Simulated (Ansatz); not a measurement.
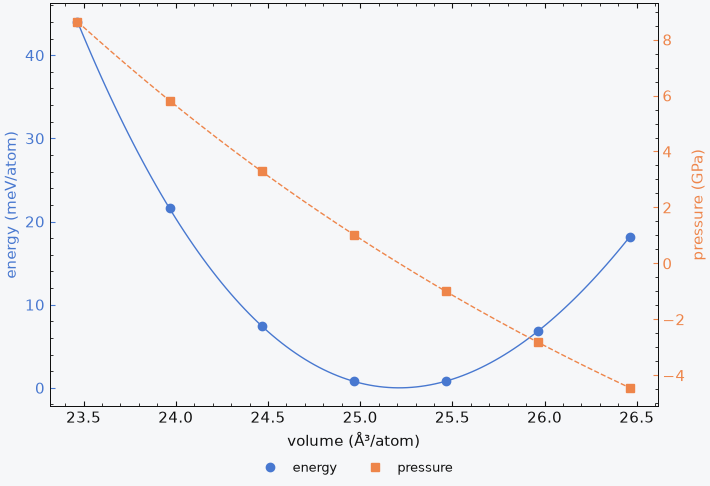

Plotted: energy and pressure against volume for Te₂Mo, space group P6_3/mmc (No. 194).

The given structure:
```yaml
crystal:
  lattice:
    - [3.51820, 0.00000, 0.00000]
    - [-1.75910, 3.04685, 0.00000]
    - [0.00000, 0.00000, 13.97360]
  atoms:
    - { symbol: Te, position: [0.66667, 0.33333, 0.37900] }
    - { symbol: Te, position: [0.33333, 0.66667, 0.87900] }
    - { symbol: Te, position: [0.66667, 0.33333, 0.12100] }
    - { symbol: Te, position: [0.33333, 0.66667, 0.62100] }
    - { symbol: Mo, position: [0.66667, 0.33333, 0.75000] }
    - { symbol: Mo, position: [0.33333, 0.66667, 0.25000] }
```

How it was computed, with Ansatz 0.2.0: plane-wave DFT, no spin polarisation; energies at scaled volumes of the given cell, shape and fractions fixed, counted from the fit's minimum, third-order Birch-Murnaghan fit. Level: r2SCAN with rVV10.

k mesh 9×9×2; occupations Fermi–Dirac; smearing width 0.05 eV; potentials Ansatz PAW; wave cutoff 500 eV; density cutoff 2500 eV.

Question: Give the fitted equation-of-state parameters.

Answer: A third-order Birch–Murnaghan fit gives V0 = 25.21 Å³/atom, B0 = 102 GPa and B′ = 4.5.

Question: How does the pressure vary with volume?

Answer: It falls from 8.64 GPa at volume 23.47 Å³/atom to −4.45 GPa at 26.46 Å³/atom, and changes sign near 25.22 Å³/atom.

Note: shape and atomic fractions are frozen while scaling, which makes layered, chain and framework solids too stiff.
